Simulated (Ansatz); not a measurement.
**Wannier-function calculation, with input and output: GeSe**

System: GeSe (Pnma, 8 atoms in the cell).
Method: maximally localised Wannier functions of PBE bands, plane waves, PAW, no spin polarisation (Ansatz 0.2.0).

The structure derives from an entry of the Crystallography Open Database. The geometry comes from this level: r2scan-rvv10. It belongs to a series of runs on one base structure; here: anion s p. Figures and captions count atoms from 1; the log counts them from 0 in places.

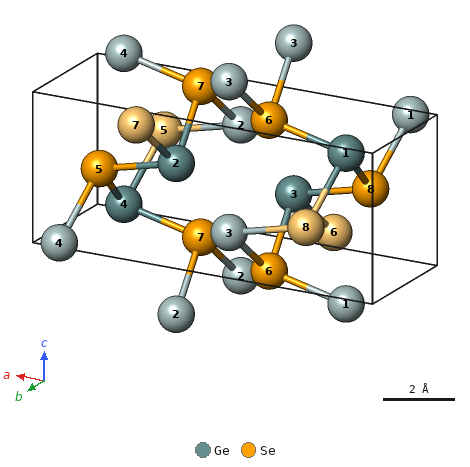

Figure 1. The structure (ball-and-stick view of the cell of the calculation, seen at an oblique angle; neighbours outside the cell are drawn fainter; atoms are numbered from 1 in the order of the input).

**Results in brief**

| quantity | value |
| --- | --- |
| outcome | converged |
| space group (tolerance 0.01 Å) | Pnma (62) |
| electrons treated | 120 |
| free energy | −39058.0000 eV |
| total spread of the Wannier functions | 53.954 Å² |
| Fermi energy | 8.183 eV |
| gap on the k-point mesh | 0.83 eV |
| hardware | 4 threads of Intel Xeon (Granite Rapids), 64 GiB of memory available, shared host |
| wall time | 8.4 s (CPU time 32 s) |
| peak memory | 1 GiB |

**Input file**
```yaml
crystal:
  lattice:
    - [11.0103040307, 0.0, 0.0]
    - [0.0, 3.8043314008, 0.0]
    - [0.0, 0.0, 4.5363775226]
  atoms:
    - { symbol: Ge, position: [0.1254375725, 0.75, 0.8860310984] }
    - { symbol: Ge, position: [0.6254375725, 0.75, 0.6139689016] }
    - { symbol: Ge, position: [0.3745624275, 0.25, 0.3860310984] }
    - { symbol: Ge, position: [0.8745624275, 0.25, 0.1139689016] }
    - { symbol: Se, position: [0.8516134858, 0.75, 0.4877997051] }
    - { symbol: Se, position: [0.3516134858, 0.75, 0.0122002949] }
    - { symbol: Se, position: [0.6483865142, 0.25, 0.9877997051] }
    - { symbol: Se, position: [0.1483865142, 0.25, 0.5122002949] }
kpoints:
  mp_grid: { grid: [2, 6, 4] }
  band_path:
    path:
      - [[0.0, 0.0, 0.0], [0.5, -5.865190130864e-34, -1.910642240663e-34], [0.5, 0.5, 2.683452726488e-33], [-1.342528083953e-49, 0.5, 2.874516950554e-33], [0.0, 0.0, 0.0], [-1.068068942498e-49, -7.460771400757e-50, 0.5], [0.5, -5.865190130864e-34, 0.5], [0.5, 0.5, 0.5], [-1.068068942498e-49, 0.5, 0.5], [-1.068068942498e-49, -7.460771400757e-50, 0.5]]
      - [[0.5, -5.865190130864e-34, -1.910642240663e-34], [0.5, -5.865190130864e-34, 0.5]]
      - [[-1.342528083953e-49, 0.5, 2.874516950554e-33], [-1.068068942498e-49, 0.5, 0.5]]
      - [[0.5, 0.5, 2.683452726488e-33], [0.5, 0.5, 0.5]]
    npoints: 10
hamiltonian:
  xc: pbe
scf:
  occupations: { method: fixed }
  n_extra_bands: 6
output:
  forces: false
  stress: false
  eigenvalues: true
  wannier:
    kmesh: [2, 4, 4]
    projections: [{ species: Se, l: s, shell: 4 }, { species: Se, l: p, shell: 4 }]
    minimise: true
    write_hr: true
    conv_tol: 1.0e-08
    max_iter: 3000
```

**File wannier.win**
```
! ansatz wannier90 interface
! projections by site (counted from 0) and shell: 4 4S, 5 4S, 6 4S, 7 4S, 4 4P, 5 4P, 6 4P, 7 4P
! states of the run's bands (counted from 1): 41-44, 49-60
! their least projectability: 0.2259
num_bands = 16
num_wann  = 16
num_iter  = 2000
conv_tol = 1e-8
conv_window = 5
guiding_centres = true
write_hr = true

begin unit_cell_cart
Ang
            11.0103040307                      0.0                      0.0
                      0.0             3.8043314008                      0.0
                      0.0                      0.0             4.5363775226
end unit_cell_cart

begin atoms_frac
Ge              0.1254375725                     0.75             0.8860310984
Ge              0.6254375725                     0.75             0.6139689016
Ge              0.3745624275                     0.25             0.3860310984
Ge              0.8745624275                     0.25             0.1139689016
Se              0.8516134858                     0.75             0.4877997051
Se              0.3516134858                     0.75             0.0122002949
Se              0.6483865142                     0.25             0.9877997051
Se              0.1483865142                     0.25             0.5122002949
end atoms_frac

mp_grid = 2 4 4
```

Run as:
```bash
ansatz run input.yaml --threads 4 --pin off --max-ram 5529MiB --backend cpu --events-out ev --progress --plain --runs-dir out
```

**Output**
```
scf.n_extra_bands = 6 over 60 filled bands (N_el = 120.0): the run solves 66 bands
Engine: ansatz 0.2.0, x86_64-unknown-linux-gnu
Pseudopotentials: kind: paw
Pseudopotential: Ge, paw, valence charge 14, recommended cutoff 420 eV (normal), Ge.paw.azcp
Pseudopotential: Se, paw, valence charge 16, recommended cutoff 420 eV (normal), Se.paw.azcp
Functional definition: PBE
  parameter kappa = 0.804
  parameter beta = 0.06672455060314922
  exchange = pbe_x(kappa = kappa, mu = beta*pi^2/3)
  correlation = pbe_c(beta = beta)
Crystal: 8 atoms, lattice volume = 190.015 Å³
Basis set: ecut = 420 eV, 3735 PW (Γ)
Bands: 66, of which v1, the nominal top of the filled ones, is band 60 counted from 1 (59 counted from 0)
Symmetry: 8 space group operations
Space group: Pnma (ITA 62), of the structure as read, at distance tolerance 5.7e-5 Å
k-points: 24 of 48
Non-local potential: Ge, projectors of the file, l = 0: 2, l = 1: 2, l = 2: 3, l = 3: 1
Non-local potential: Se, projectors of the file, l = 0: 2, l = 1: 2, l = 2: 3, l = 3: 1
PAW form: soft (Blöchl's): semilocal exchange-correlation on the pseudo side does not see the compensation charge
PAW one-centre angular grid: Ge, 590 points (default); XC on 64 Gauss nodes
PAW one-centre angular grid: Se, 590 points (default); XC on 64 Gauss nodes
Initial density: superposition of atomic densities (neutral atoms: chi_scale 0, normalization atom), corrected by the library's trained network
Initial wavefunctions: pseudopotential atomic-orbital guess
Functional: x = pbe(κ = 0.804, μ = 0.2195149727645171), c = pbe(β = 0.06672455060314922)
SCF iter   1: F=—  HF=-39058.001665 eV  |F-HF|=—  |Δ(HF+E_count)|=         —  Δρ=1.42e-3  dr2=5.42e-3  ethr=1.77e-3  ⟨swp⟩=5.0  Hψ=4967  notcnv=0  defer=83
preconditioner: auto → Resta (q_TF=auto, 2.527 Å⁻¹)  ε∞=5.3  [insulator: Δε(μ)=0.815 eV  Ē_g=8.238 eV  n_scr=56 (ndim 8)  ℏωp=17.0 eV  f_vac=0.003  ε∞_Penn≈5.3]
SCF iter   2: F=—  HF=-39057.999566 eV  |F-HF|=—  |Δ(HF+E_count)|=   2.10e-3  Δρ=8.00e-4  dr2=1.51e-3  ethr=4.52e-6  ⟨swp⟩=2.0  Hψ=3413  notcnv=0  defer=90
SCF iter   3: F=—  HF=-39057.999992 eV  |F-HF|=—  |Δ(HF+E_count)|=   4.25e-4  Δρ=2.26e-4  dr2=1.01e-4  ethr=1.26e-6  ⟨swp⟩=3.0  Hψ=2998  notcnv=0  defer=90
SCF iter   4: F=—  HF=-39057.999935 eV  |F-HF|=—  |Δ(HF+E_count)|=   5.65e-5  Δρ=1.07e-4  dr2=2.66e-5  ethr=8.40e-8  ⟨swp⟩=2.0  Hψ=2978  notcnv=0  defer=46
SCF iter   5: F=—  HF=-39057.999949 eV  |F-HF|=—  |Δ(HF+E_count)|=   1.34e-5  Δρ=2.93e-5  dr2=2.16e-6  ethr=2.22e-8  ⟨swp⟩=2.8  Hψ=2549  notcnv=0  defer=46
SCF iter   6: F=—  HF=-39057.999950 eV  |F-HF|=—  |Δ(HF+E_count)|=   1.51e-6  Δρ=1.26e-5  dr2=3.07e-7  ethr=1.80e-9  ⟨swp⟩=2.0  Hψ=2978  notcnv=0  defer=46
SCF iter   7: F=-39057.999950 eV  HF=-39057.999950 eV  |F-HF|=7.69e-9  |Δ(HF+E_count)|=   7.33e-8  Δρ=5.33e-6  dr2=4.76e-8  ethr=8.33e-11  ⟨swp⟩=8.4  Hψ=6197  notcnv=0
SCF 1 converged in 7 iterations: F = -39057.999950 eV  dr2 = 4.76e-8
  greatest PAW one-centre occupation: 1.000 electrons in one spin orbital (limit 2), on the Se atom at site 7 (counted from 0), in its partial waves of l = 2
NSCF: frozen V_eff on 124 k-points
NSCF: frozen V_eff on 20 k-points
the Wannier pass solved 20 of the 32 points of its mesh, and has the states at the others by symmetry: states obtained by the crystal's operations at points that were solved too leave a residual of 4.47e-13 eV (read by the count's bands and the next), within 1.67e-5 eV
SCF converged after 7 iterations
Free energy (F): -39057.999950 eV
Harris-Foulkes:  -39057.999950 eV  (|F-HF|=7.69e-9)
Internal energy: -39057.999950 eV  (E = F + TS)
E sigma→0 (E₀):  -39057.999950 eV
Fermi energy:    8.183109 eV
--- Per-component energies (eV) ---
  E_band       = -2130.182883
  E_kinetic    = 912.274210
  E_local      = -19209.038869  (includes V_loc(G=0)·N_el)
  E_nonlocal   = -725.062079
  E_hartree    = 8940.936250
  E_xc         = -718.226784
  E_vxc        = -649.009481  (∫ρ·V_xc dr)
  E_paw        = -15705.840723  (= ΣΔE_a)
  E_vpaw       = -341.213340  (= ΣTr[D̂ρ^β])
  E_aug_tail   = -0.001238  (compensation charges beyond the density's cutoff)
  E_ewald      = -12553.040716
  E_smearing   = -0.000000  (= −TS)
  E_closure    = 0.000000  (closes the sum)
  Σ components = -39057.999950   (vs F -39057.999950, Δ=0.00e0)
--- Band table (eV; the first three rows and the last of 24) ---
  k-point 0: bands = ["-39.4265", "-39.4264", "-39.4263", "-39.4262", "-39.4250", "-39.4250", "-39.4247", "-39.4246", "-39.3846", "-39.3844", "-39.3842", "-39.3840", "-39.3791", "-39.3789", "-39.3789", "-39.3787", "-39.3667", "-39.3666", "-39.3662", "-39.3661", "-16.3480", "-16.3460", "-16.3428", "-16.3427", "-16.3419", "-16.3413", "-16.3411", "-16.3403", "-16.3127", "-16.3122", "-16.3067", "-16.3064", "-16.3052", "-16.3027", "-16.2953", "-16.2927", "-16.2880", "-16.2879", "-16.2849", "-16.2848", "-6.2910", "-5.9787", "-4.9227", "-4.4346", "0.0629", "0.5887", "2.3411", "2.7389", "2.9097", "4.3317", "4.5104", "4.7034", "4.9798", "5.3484", "6.2533", "6.3025", "6.8030", "7.2082", "7.3311", "8.1831", "9.0106", "10.6223", "10.7492", "10.8278", "11.1185", "11.2780"]
  k-point 1: bands = ["-39.4264", "-39.4264", "-39.4263", "-39.4262", "-39.4250", "-39.4249", "-39.4247", "-39.4247", "-39.3845", "-39.3843", "-39.3842", "-39.3841", "-39.3790", "-39.3789", "-39.3788", "-39.3787", "-39.3666", "-39.3665", "-39.3663", "-39.3662", "-16.3471", "-16.3453", "-16.3433", "-16.3430", "-16.3419", "-16.3418", "-16.3418", "-16.3407", "-16.3113", "-16.3106", "-16.3071", "-16.3065", "-16.3049", "-16.3031", "-16.2949", "-16.2931", "-16.2878", "-16.2874", "-16.2855", "-16.2854", "-6.0330", "-5.7345", "-4.9924", "-4.6043", "-0.4579", "0.4130", "0.9801", "1.7958", "3.3529", "5.0240", "5.2842", "5.6228", "5.6540", "5.6746", "6.2953", "6.5429", "6.7138", "7.1927", "7.8267", "7.9519", "9.3773", "9.7085", "10.2749", "10.6884", "10.9240", "11.1266"]
  k-point 2: bands = ["-39.4264", "-39.4264", "-39.4263", "-39.4263", "-39.4249", "-39.4249", "-39.4248", "-39.4248", "-39.3844", "-39.3844", "-39.3842", "-39.3842", "-39.3790", "-39.3790", "-39.3788", "-39.3788", "-39.3664", "-39.3664", "-39.3664", "-39.3664", "-16.3451", "-16.3451", "-16.3436", "-16.3436", "-16.3428", "-16.3428", "-16.3414", "-16.3414", "-16.3087", "-16.3087", "-16.3079", "-16.3079", "-16.3040", "-16.3040", "-16.2940", "-16.2940", "-16.2869", "-16.2869", "-16.2865", "-16.2865", "-5.4252", "-5.4252", "-5.1424", "-5.1424", "-0.3476", "-0.3476", "0.6700", "0.6700", "4.3975", "4.3975", "5.9772", "5.9772", "6.2418", "6.2418", "6.6678", "6.6678", "7.1917", "7.1917", "7.8018", "7.8018", "9.5624", "9.5624", "10.2883", "10.2883", "10.7179", "10.7179"]
  k-point 23: bands = ["-39.4265", "-39.4265", "-39.4265", "-39.4265", "-39.4244", "-39.4244", "-39.4244", "-39.4244", "-39.3842", "-39.3842", "-39.3842", "-39.3842", "-39.3790", "-39.3790", "-39.3790", "-39.3790", "-39.3662", "-39.3662", "-39.3662", "-39.3662", "-16.3488", "-16.3488", "-16.3488", "-16.3488", "-16.3358", "-16.3358", "-16.3358", "-16.3358", "-16.3097", "-16.3097", "-16.3097", "-16.3097", "-16.3016", "-16.3016", "-16.3016", "-16.3016", "-16.2831", "-16.2831", "-16.2831", "-16.2831", "-4.6126", "-4.6126", "-4.6126", "-4.6126", "0.1711", "0.1711", "0.1711", "0.1711", "3.5670", "3.5670", "3.5670", "3.5670", "4.2314", "4.2314", "4.2314", "4.2314", "6.7732", "6.7732", "6.7732", "6.7732", "10.7735", "10.7735", "10.7735", "10.7735", "12.8636", "12.8636"]
Wannier search: line search 1 of at most 3000: gauge-dependent spread (as the search counts it) 8.9340380 Å², largest recent change 3.9e0 Å² and fall left 5.7e-2 Å² against conv_tol 1.0e-8 Å², 0 stops escaped
```

**File wannier.spreads.toml**
```
omega_i_ang2 = 49.203189675830856
omega_d_ang2 = 0.2583011559394729
omega_od_ang2 = 4.492339550721197
omega_total_ang2 = 53.953830382491525
least_projectability = 0.2259024970672016
b_vectors_match_mmn = true
n_iter = 27
converged = true
rejected_fitted_steps = 1

[[wannier]]
r = [9.626974824020976, 2.853248550654111, 2.483441115028921]
spread = 2.945187581600166

[[wannier]]
r = [6.888481222077313, 0.9510828502182189, 4.751629876339176]
spread = 2.945187582092828

[[wannier]]
r = [1.3833292068693217, 0.9510828501623053, 2.052936407601437]
spread = 2.9451875823005063

[[wannier]]
r = [4.121822808488769, 2.8532485506105068, -0.21525235368655465]
spread = 2.945187582436386

[[wannier]]
r = [3.8713970788576897, 2.1317223242013896, 0.7504244889943287]
spread = 3.4796664588403914

[[wannier]]
r = [1.633754936072682, 1.6726090767714619, 3.0186132505060006]
spread = 3.4796664603746397

[[wannier]]
r = [9.376549094762492, 3.574774777262648, 1.5177642723212748]
spread = 3.479666461359585

[[wannier]]
r = [7.138906951364008, 0.2295566236559817, 3.7859530333989353]
spread = 3.4796664617090727

[[wannier]]
r = [1.633754936154946, 0.22955662349050449, 3.018613250480536]
spread = 3.479666461865028

[[wannier]]
r = [9.376549094751851, 2.131722323787707, 1.517764272216395]
spread = 3.4796664623748796

[[wannier]]
r = [7.138906951289195, 1.672609076942252, 3.785953033444477]
spread = 3.479666462604655

[[wannier]]
r = [3.8713970794155523, 3.5747747774568, 0.7504244891795793]
spread = 3.4796664634110464

[[wannier]]
r = [8.162842566380396, 0.9510828501191976, 4.6174352555750975]
spread = 3.5839370895518528

[[wannier]]
r = [8.352613479815407, 2.853248550680171, 2.349246494482247]
spread = 3.583937089644536

[[wannier]]
r = [2.657690551068839, 0.9510828501635437, 2.187131028198639]
spread = 3.5839370904772085

[[wannier]]
r = [2.847461464412205, 2.8532485506329923, -0.08105773325132407]
spread = 3.5839370918489557

[[curvature_check]]
after_line_search = 14
omega_tilde_before_ang2 = 7.488999398049087
krylov_steps = 45
lowest_ritz_value_ang2 = -2.6966651002160473
residual_ang2 = 1.8244109118464034e-17
settled = true
first_negative_step = 3
curvature_along_ang2 = -2.69362166219403
angle_rad = 0.8738875993549
omega_tilde_after_ang2 = 6.265281614682265
outcome = "escaped"

[[curvature_check]]
after_line_search = 27
omega_tilde_before_ang2 = 4.75064070666067
krylov_steps = 46
lowest_ritz_value_ang2 = 3.2251980557680633
residual_ang2 = 4.214474388498464e-8
settled = true
outcome = "no-negative-curvature"
```

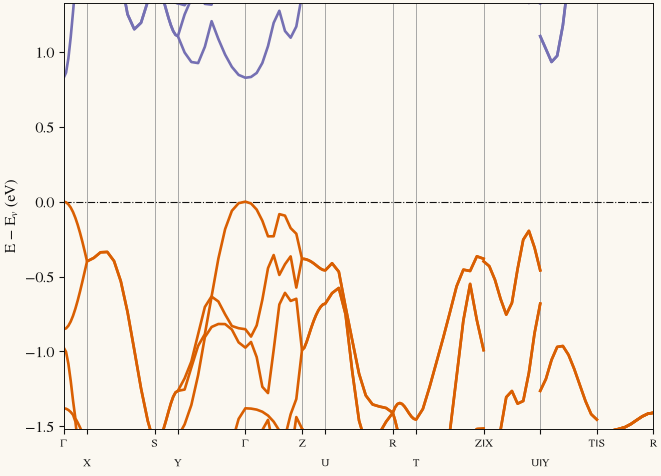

Figure 2. Band structure along Γ–X–S–Y–Γ–Z–U–R–T–Z|X–U|Y–T|S–R, with energies from the valence-band top. There is a gap of 0.83 eV on this path, direct, at Γ.
